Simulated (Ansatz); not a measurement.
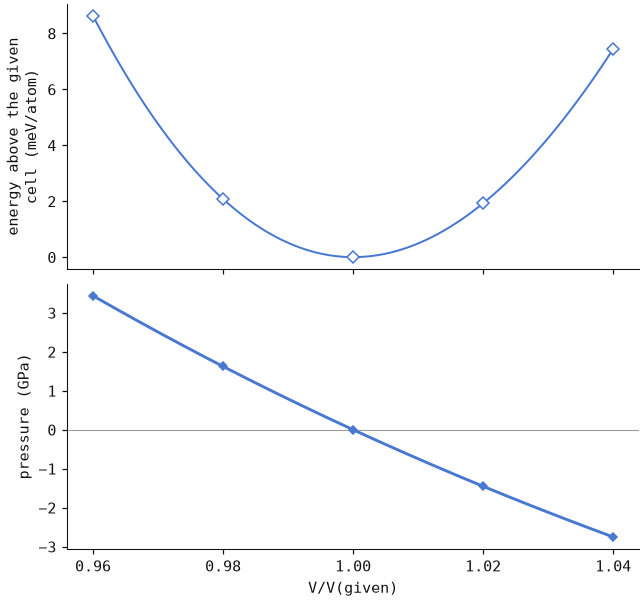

Plotted: energy above the given cell and pressure against V/V(given) for GaP, space group F-43m (No. 216).

Cell as given: a = 3.893 Å, b = 3.893 Å, c = 3.893 Å, α = 60.00°, β = 60.00°, γ = 60.00°; 2 atoms.

Calculation (Ansatz 0.2.0): plane-wave density functional theory, PAW datasets, Gaussian smearing 0.05 eV: equation of state, the given cell scaled in volume with shape and atoms relaxed at each volume; third-order Birch-Murnaghan fit. Level: PBE, no spin polarisation.

PAW set soft_2; wave cutoff 420 eV; k mesh 10×10×10; symmetry use detected.

V(given) is 20.87 Å³/atom.

> Give the fitted equation-of-state parameters.

A third-order Birch–Murnaghan fit gives V0 = 20.87 Å³/atom, B0 = 76.7 GPa and B′ = 4.5.

> How does the pressure vary with V/V(given)?

It falls from 3.437 GPa at V/V(given) 0.96 to −2.753 GPa at 1.04, and changes sign near 1.00.
